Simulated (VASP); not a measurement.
# Run report: Fe₂O₃, geometry relaxation (part 3 of 5)

Continued. System: Fe₂O₃ (R-3c, 10 atoms in the cell). Method: Kohn-Sham DFT of a periodic cell, PBE, VASP PAW PBE potentials, recommended, spin-polarised (VASP 6.6.1); cutoff 600 eV, 9×9×9 k-mesh, methfessel-paxton of 0.1 eV, collinear spins. The structure derives from an entry of the Crystallography Open Database.

Geometry of the input (Å; fractional positions):
```
2.5190  1.4543  4.5907
-2.5190  1.4543  4.5907
0.0000  -2.9087  4.5907
Fe 0.3553  0.3553  0.3553
Fe 0.1447  0.1447  0.1447
Fe 0.6447  0.6447  0.6447
Fe 0.8553  0.8553  0.8553
O  0.5559  0.9441  0.2500
O  0.2500  0.5559  0.9441
O  0.9441  0.2500  0.5559
O  0.4441  0.0559  0.7500
O  0.7500  0.4441  0.0559
O  0.0559  0.7500  0.4441
```

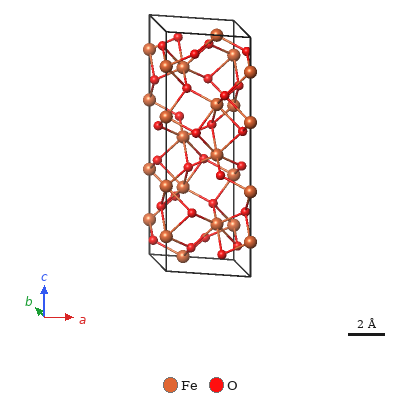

Figure 1. The input geometry (ball-and-stick view of the cell 3 times as large as that of the calculation, set on its symmetry axes, seen slightly off an axis).

**Parts of OUTCAR, continued**
```
  FORCE on cell =-STRESS in cart. coord.  units (eV):
  Direction    XX          YY          ZZ          XY          YZ          ZX
  --------------------------------------------------------------------------------------
  -------------------------------------------------------------------------------------
  Total       -0.0353815     -0.0353815     -0.0779985      0.0000000      0.0000000      0.0000000
  in kB       -0.5584128     -0.5584128     -1.2310217      0.0000000      0.0000000      0.0000000
  external PRESSURE =      -0.7826158 kB  Pullay stress =       0.0000000 kB

 VOLUME and BASIS-vectors are now :
 -----------------------------------------------------------------------------
  energy-cutoff  :      600.00
  volume of cell :      101.52
      direct lattice vectors                 reciprocal lattice vectors
     2.517524165  1.453493256  4.623739414     0.198607825  0.114666281  0.072091721
    -2.517524165  1.453493256  4.623739414    -0.198607825  0.114666281  0.072091721
     0.000000000 -2.906986512  4.623739414     0.000000000 -0.229332563  0.072091721

 POSITION                                       TOTAL-FORCE (eV/Angst)
 -----------------------------------------------------------------------------------
      0.00000      0.00000      4.96047         0.000000      0.000000      0.050372
      0.00000      0.00000      1.97514         0.000000      0.000000     -0.050372
      0.00000      0.00000      8.91075         0.000000      0.000000     -0.050372
      0.00000      0.00000     11.89608         0.000000     -0.000000      0.050372
     -0.94181      1.45349      8.09154        -0.018371      0.000000      0.000000
     -0.78786     -1.54238      8.09154         0.009186     -0.015910      0.000000
      1.72967      0.08888      8.09154         0.009186      0.015910      0.000000
      0.94181     -1.45349      5.77967         0.018371      0.000000      0.000000
      0.78786      1.54238      5.77967        -0.009186      0.015910      0.000000
     -1.72967     -0.08888      5.77967        -0.009186     -0.015910      0.000000
 -----------------------------------------------------------------------------------
    total drift:                                0.000000     -0.000000      0.000000

  FREE ENERGIE OF THE ION-ELECTRON SYSTEM (eV)
  ---------------------------------------------------
  free  energy   TOTEN  =       -74.7242932610 eV

  energy  without entropy=      -74.7263645335  energy(sigma->0) =      -74.72498369

--------------------------------------- Ionic step        6  -------------------------------------------

 number of electron      67.9999987 magnetization       0.0000000

------------------------ aborting loop because EDIFF is reached ----------------------------------------

  FORCE on cell =-STRESS in cart. coord.  units (eV):
  Direction    XX          YY          ZZ          XY          YZ          ZX
  --------------------------------------------------------------------------------------
  -------------------------------------------------------------------------------------
  Total       -0.0190464     -0.0190464     -0.0934602      0.0000000     -0.0000000      0.0000000
  in kB       -0.3005640     -0.3005640     -1.4748617      0.0000000     -0.0000000      0.0000000
  external PRESSURE =      -0.6919965 kB  Pullay stress =       0.0000000 kB

 VOLUME and BASIS-vectors are now :
 -----------------------------------------------------------------------------
  energy-cutoff  :      600.00
  volume of cell :      101.53
      direct lattice vectors                 reciprocal lattice vectors
     2.517803078  1.453654286  4.623295482     0.198585824  0.114653579  0.072098644
    -2.517803078  1.453654286  4.623295482    -0.198585824  0.114653579  0.072098644
     0.000000000 -2.907308573  4.623295482     0.000000000 -0.229307158  0.072098644

 POSITION                                       TOTAL-FORCE (eV/Angst)
 -----------------------------------------------------------------------------------
      0.00000      0.00000      4.96299        -0.000000      0.000000      0.034002
      0.00000      0.00000      1.97196        -0.000000      0.000000     -0.034002
      0.00000      0.00000      8.90690        -0.000000      0.000000     -0.034002
      0.00000      0.00000     11.89793        -0.000000      0.000000      0.034002
     -0.94254      1.45365      8.09077        -0.014612      0.000000     -0.000000
     -0.78763     -1.54309      8.09077         0.007306     -0.012654     -0.000000
      1.73017      0.08943      8.09077         0.007306      0.012654     -0.000000
      0.94254     -1.45365      5.77912         0.014612      0.000000     -0.000000
      0.78763      1.54309      5.77912        -0.007306      0.012654     -0.000000
     -1.73017     -0.08943      5.77912        -0.007306     -0.012654     -0.000000
 -----------------------------------------------------------------------------------
    total drift:                               -0.000000      0.000000     -0.000000

  FREE ENERGIE OF THE ION-ELECTRON SYSTEM (eV)
  ---------------------------------------------------
  free  energy   TOTEN  =       -74.7248551445 eV

  energy  without entropy=      -74.7269130549  energy(sigma->0) =      -74.72554111

--------------------------------------- Ionic step        7  -------------------------------------------

 number of electron      67.9999989 magnetization      -0.0000000

 number of electron      67.9999989 magnetization       0.0000000

------------------------ aborting loop because EDIFF is reached ----------------------------------------

  FORCE on cell =-STRESS in cart. coord.  units (eV):
  Direction    XX          YY          ZZ          XY          YZ          ZX
  --------------------------------------------------------------------------------------
  -------------------------------------------------------------------------------------
  Total        0.0591392      0.0591392     -0.0780291     -0.0000000      0.0000000      0.0000000
  in kB        0.9329875      0.9329875     -1.2309973     -0.0000000      0.0000000      0.0000000
  external PRESSURE =       0.2116592 kB  Pullay stress =       0.0000000 kB

 VOLUME and BASIS-vectors are now :
 -----------------------------------------------------------------------------
  energy-cutoff  :      600.00
  volume of cell :      101.56
      direct lattice vectors                 reciprocal lattice vectors
     2.518437953  1.454020832  4.622284981     0.198535763  0.114624676  0.072114405
    -2.518437953  1.454020832  4.622284981    -0.198535763  0.114624676  0.072114405
    -0.000000000 -2.908041664  4.622284981     0.000000000 -0.229249352  0.072114405

 POSITION                                       TOTAL-FORCE (eV/Angst)
 -----------------------------------------------------------------------------------
     -0.00000      0.00000      4.96871         0.000000      0.000000     -0.010003
     -0.00000      0.00000      1.96471         0.000000      0.000000      0.010003
     -0.00000      0.00000      8.89814         0.000000      0.000000      0.010003
     -0.00000      0.00000     11.90214         0.000000      0.000000     -0.010003
     -0.94420      1.45402      8.08900        -0.011370      0.000000      0.000000
     -0.78712     -1.54471      8.08900         0.005685     -0.009847      0.000000
      1.73132      0.09069      8.08900         0.005685      0.009847      0.000000
      0.94420     -1.45402      5.77786         0.011370      0.000000      0.000000
      0.78712      1.54471      5.77786        -0.005685      0.009847      0.000000
     -1.73132     -0.09069      5.77786        -0.005685     -0.009847      0.000000
 -----------------------------------------------------------------------------------
    total drift:                               -0.000000     -0.000000      0.000000

  FREE ENERGIE OF THE ION-ELECTRON SYSTEM (eV)
  ---------------------------------------------------
  free  energy   TOTEN  =       -74.7253147383 eV

  energy  without entropy=      -74.7273576848  energy(sigma->0) =      -74.72599572

--------------------------------------- Ionic step        8  -------------------------------------------

 number of electron      67.9999989 magnetization      -0.0000000

 number of electron      67.9999989 magnetization       0.0000000

------------------------ aborting loop because EDIFF is reached ----------------------------------------

  FORCE on cell =-STRESS in cart. coord.  units (eV):
  Direction    XX          YY          ZZ          XY          YZ          ZX
  --------------------------------------------------------------------------------------
  -------------------------------------------------------------------------------------
  Total        0.0620043      0.0620043     -0.0522598      0.0000000     -0.0000000      0.0000000
  in kB        0.9782180      0.9782180     -0.8244830      0.0000000     -0.0000000      0.0000000
  external PRESSURE =       0.3773177 kB  Pullay stress =       0.0000000 kB

 VOLUME and BASIS-vectors are now :
 -----------------------------------------------------------------------------
  energy-cutoff  :      600.00
  volume of cell :      101.55
      direct lattice vectors                 reciprocal lattice vectors
     2.518369305  1.453981198  4.622394245     0.198541175  0.114627800  0.072112701
    -2.518369305  1.453981198  4.622394245    -0.198541175  0.114627800  0.072112701
    -0.000000000 -2.907962396  4.622394245     0.000000000 -0.229255601  0.072112701

 POSITION                                       TOTAL-FORCE (eV/Angst)
 -----------------------------------------------------------------------------------
     -0.00000      0.00000      4.96809         0.000000      0.000000     -0.006272
     -0.00000      0.00000      1.96550        -0.000000      0.000000      0.006272
     -0.00000      0.00000      8.89909        -0.000000      0.000000      0.006272
     -0.00000      0.00000     11.90169         0.000000      0.000000     -0.006272
     -0.94402      1.45398      8.08919        -0.011003      0.000000      0.000000
     -0.78718     -1.54453      8.08919         0.005501     -0.009529      0.000000
      1.73119      0.09055      8.08919         0.005501      0.009529      0.000000
      0.94402     -1.45398      5.77799         0.011003      0.000000      0.000000
      0.78718      1.54453      5.77799        -0.005501      0.009529      0.000000
     -1.73119     -0.09055      5.77799        -0.005501     -0.009529      0.000000
 -----------------------------------------------------------------------------------
    total drift:                               -0.000000     -0.000000      0.000000

  FREE ENERGIE OF THE ION-ELECTRON SYSTEM (eV)
  ---------------------------------------------------
  free  energy   TOTEN  =       -74.7253205103 eV

  energy  without entropy=      -74.7273643958  energy(sigma->0) =      -74.72600181

--------------------------------------- Ionic step        9  -------------------------------------------

 number of electron      67.9999989 magnetization       0.0000000

 number of electron      67.9999989 magnetization      -0.0000000

 Free energy of the ion-electron system (eV)
  ---------------------------------------------------
  ext. energy  EPLUGINS =         0.00000000
  ---------------------------------------------------
  free energy    TOTEN  =       -74.72538574 eV

  energy without entropy =      -74.72744304  energy(sigma->0) =      -74.72607151

 E-fermi :   4.2597     XC(G=0): -11.5789     alpha+bet :-10.5238

 val. band max:        4.2421580707   @ k =   0.4444   0.4444   0.0000
 cond. band min:       4.5295950203   @ k =  -0.4444   0.1111   0.1111
 fundamental gap:      0.2874369496
 Fermi energy:         4.2597372623

 spin component 1

 k-point     1 :       0.0000    0.0000    0.0000
  band No.  band energies     occupation
      1     -15.4454      1.00000
      2     -13.9801      1.00000
      3     -13.9169      1.00000
      4     -13.9169      1.00000
      5     -13.8718      1.00000
      6     -13.8718      1.00000
      7      -3.0098      1.00000
      8      -2.1002      1.00000
      9      -2.1002      1.00000
     10      -2.0623      1.00000
     11      -2.0623      1.00000
     12      -1.7788      1.00000
     13      -1.2642      1.00000
     14      -1.2642      1.00000
     15      -1.0220      1.00000
     16      -0.5908      1.00000
     17      -0.5908      1.00000
     18      -0.2737      1.00000
     19       0.1151      1.00000
     20       0.1151      1.00000
     21       0.1829      1.00000
     22       0.6297      1.00000
     23       0.8767      1.00000
     24       0.8767      1.00000
     25       1.3126      1.00000
     26       1.3126      1.00000
     27       1.3795      1.00000
     28       2.0943      1.00000
     29       2.0943      1.00000
     30       2.3947      1.00000
     31       3.2452      1.00000
     32       3.2452      1.00000
     33       4.0763      1.01314
     34       4.0763      1.01314
     35       4.8738     -0.00000
     36       4.8738     -0.00000
     37       4.8997     -0.00000
     38       4.9895     -0.00000
     39       5.0540     -0.00000
     40       5.0540     -0.00000

 k-point     2 :       0.1111   -0.0000   -0.0000
  band No.  band energies     occupation
      1     -15.3998      1.00000
      2     -13.9919      1.00000
      3     -13.9391      1.00000
      4     -13.9261      1.00000
      5     -13.8884      1.00000
      6     -13.8712      1.00000
      7      -2.9658      1.00000
      8      -2.1753      1.00000
      9      -2.1484      1.00000
     10      -2.0201      1.00000
     11      -2.0100      1.00000
     12      -1.8526      1.00000
     13      -1.3530      1.00000
     14      -1.2001      1.00000
     15      -1.0045      1.00000
     16      -0.6072      1.00000
     17      -0.5987      1.00000
     18      -0.1140      1.00000
     19      -0.0567      1.00000
     20       0.1930      1.00000
     21       0.2853      1.00000
     22       0.6618      1.00000
     23       0.9015      1.00000
     24       0.9104      1.00000
     25       1.3046      1.00000
     26       1.3342      1.00000
     27       1.3696      1.00000
     28       1.9523      1.00000
     29       2.0830      1.00000
     30       2.4208      1.00000
     31       3.2267      1.00000
     32       3.2774      1.00000
     33       4.0332      1.00309
     34       4.0778      1.01371
     35       4.7581     -0.00000
     36       4.8546     -0.00000
     37       4.8926     -0.00000
     38       4.9389     -0.00000
     39       5.0773     -0.00000
     40       5.1643     -0.00000

 k-point     3 :       0.2222    0.0000   -0.0000
  band No.  band energies     occupation
      1     -15.2676      1.00000
      2     -14.0941      1.00000
      3     -13.9539      1.00000
      4     -13.9458      1.00000
      5     -13.9155      1.00000
      6     -13.8743      1.00000
      7      -2.8618      1.00000
      8      -2.2531      1.00000
      9      -2.2427      1.00000
     10      -1.9919      1.00000
     11      -1.9431      1.00000
     12      -1.9006      1.00000
     13      -1.4642      1.00000
     14      -1.1786      1.00000
     15      -1.0522      1.00000
     16      -0.6597      1.00000
     17      -0.4636      1.00000
     18      -0.1240      1.00000
     19      -0.0114      1.00000
     20       0.2170      1.00000
     21       0.4963      1.00000
     22       0.7109      1.00000
     23       0.9153      1.00000
     24       0.9466      1.00000
     25       1.3009      1.00000
     26       1.3670      1.00000
     27       1.3881      1.00000
     28       1.7569      1.00000
     29       2.0670      1.00000
     30       2.4231      1.00000
     31       3.1883      1.00000
     32       3.3595      1.00000
     33       3.9446      1.00004
     34       4.0625      1.00874
     35       4.6122     -0.00000
     36       4.7968     -0.00000
     37       4.8712     -0.00000
     38       4.9009     -0.00000
     39       5.0973     -0.00000
     40       5.2497     -0.00000
```
